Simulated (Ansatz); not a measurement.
# CdO: what the fields show

Input file:

```
crystal:
  lattice:
    - [0.0, 2.3955803263, 2.3955803263]
    - [2.3955803263, 0.0, 2.3955803263]
    - [2.3955803263, 2.3955803263, 0.0]
  atoms:
    - { symbol: Cd, position: [0.0, 0.0, 0.0] }
    - { symbol: O, position: [0.5, 0.5, 0.5] }
hamiltonian:
  xc: lda
  pseudopotentials: { kind: paw }
kpoints:
  mp_grid: { grid: [10, 10, 10] }
scf:
  occupations: { method: fermi_dirac, width: 0.05 }
output:
  forces: true
  stress: true
  eigenvalues: true
  write_density: true
  write_potential: true
  elf: true
  volumetric_format: npy
```

Run with:

```sh
ansatz run input.yaml --threads 2 --pin off --max-ram 5632MiB --backend cpu --events-out ev --progress --plain --runs-dir out
```

Below, planes, directions and counts refer to the conventional cell (a = 4.79 Å, b = 4.79 Å, c = 4.79 Å, α = 90.00°, β = 90.00°, γ = 90.00°).

Space group Fm-3m; computed pressure about −13 GPa in this cell.

Method: Ansatz, Kohn-Sham DFT of a periodic cell, LDA, Ansatz PAW.

The density is the valence pseudo-density of a PAW calculation; it isn't the true density close to the nuclei.

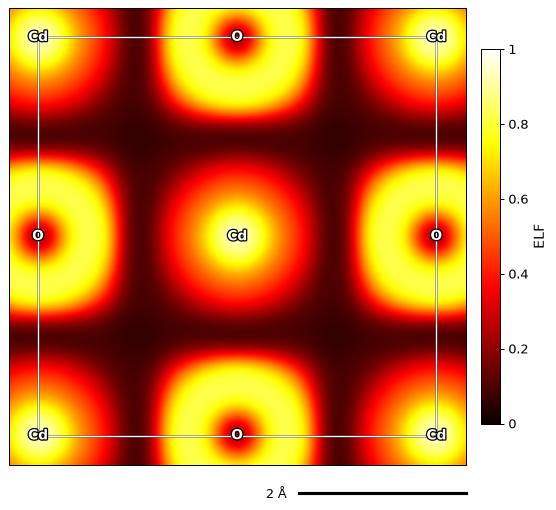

Figure 1. Electron localisation function on the (100) plane of the conventional cell.

Question: What do the fields say about this system?

Answer: Atoms in the plane: Cd and O.
Cd–O (2.40 Å): the ELF is about 0.10 at the midpoint (no localised pair shows between them).
The features right at Cd lie inside the PAW spheres, where the map follows smoothed inner orbitals and isn't to be read closely.

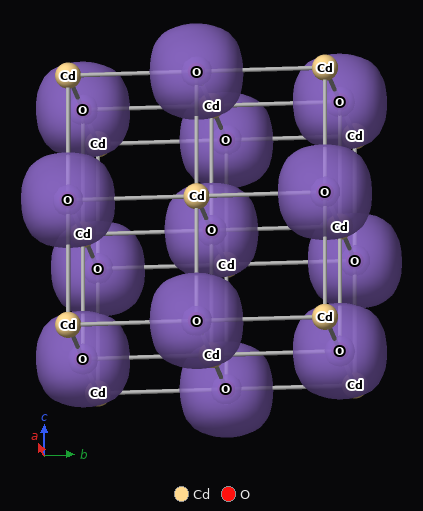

Figure 2. Isosurface of the electron localisation function at 0.6 (purple), seen at an oblique angle. Core shells and regions of very low density are left out. Sticks mark near contacts.

Question: Identify the bonds, lone pairs and shells in this picture.

Answer: The ELF exceeds this value in four regions wrapped around O (the valence shell of each), counted in one cell of 8 atoms. Regions shared between cells count once.
